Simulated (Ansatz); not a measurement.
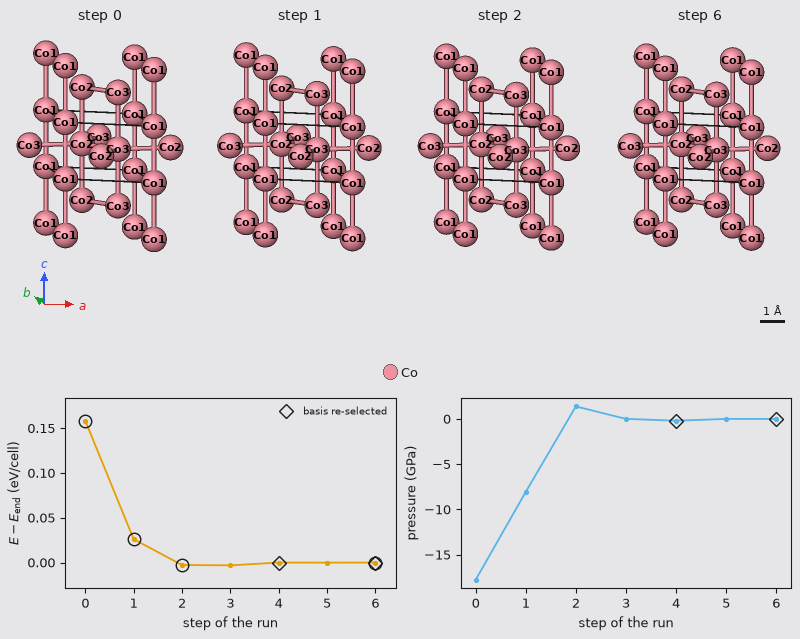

Frames of a relaxation of a crystal of Co (a generated structure, set up in P6/mmm), marked on the history of the run. The picture is a ball-and-stick view of the cell of the calculation, seen slightly off an axis.

Phase: omega (AlB2-type).

All numbers below come from DFT, LDA (PW92), plane waves (420 eV) with PAW, scalar-relativistic (Ansatz).

Input file:
```yaml
crystal:
  lattice:
    - [3.9701439143, 0.0, 0.0]
    - [-1.9850719572, 3.4382454865, 0.0]
    - [0.0, 0.0, 2.4336982195]
  atoms:
    - { symbol: Co, position: [0.0, 0.0, 0.0], spin: 1.7 }
    - { symbol: Co, position: [0.3333333333, 0.6666666667, 0.5], spin: 1.7 }
    - { symbol: Co, position: [0.6666666667, 0.3333333333, 0.5], spin: 1.7 }
hamiltonian:
  xc: lda
  pseudopotentials:
    kind: paw
    azcp:
      Co: "pseudopotentials/Co.paw.azcp"
basis:
  ecutwfc: 420
  fft_grid_basis: typed
kpoints:
  mp_grid: { grid: [9, 9, 13], shift: [0, 0, 0] }
magnetization:
  spin_polarized: true
scf:
  occupations: { method: fermi_dirac, width: 0.05 }
relax:
  max_steps: 60
  f_tol: 0.01
  cell: {}
```

Q: Describe the path.

A: The atoms keep their places relative to the cell (all moves are under 0.005 Å). Cell: a = b 3.970 → 3.856 Å (−2.9 %), c 2.434 → 2.377 Å (−2.3 %). Volume −7.9 %. Near-neighbour distances that change, for instance: Co2–Co3 2.292 → 2.226 Å, Co1–Co1 2.434 → 2.377 Å. The space group stays P6/mmm (No. 191). After 4 accepted moves (6 points after the start) the energy has fallen by 0.158 eV per cell of the calculation. All forces vanish by symmetry, so only the cell relaxes. Pressure: −17.76 GPa at the start and 0.00 GPa at the end. The SCF was repeated twice at an unchanged geometry on a basis and grid sized afresh for the cell, which shifted the energy by 3.1 meV per cell of the calculation at most. The program noted that a PAW file was made for another functional than the run's. From step 0 to 1: volume −4.7 %, energy −0.132 eV per cell of the calculation. From step 1 to 2: volume −3.8 %, energy −28.8 meV per cell of the calculation. From step 2 to 6: volume +0.4 %, energy +2.7 meV per cell of the calculation.

| step | E − E(0), meV/atom | pressure, GPa | volume, Å³/atom | note |
| --- | --- | --- | --- | --- |
| 0 | 0.00 | -17.76 | 11.074 |  |
| 1 | -44.05 | -8.05 | 10.551 |  |
| 2 | -53.65 | 1.38 | 10.154 |  |
| 3 | -53.78 | 0.01 | 10.207 |  |
| 4 | -52.75 | -0.19 | 10.207 | same geometry, new basis |
| 5 | -52.77 | 0.01 | 10.199 |  |
| 6 | -52.75 | 0.00 | 10.199 | same geometry, new basis |
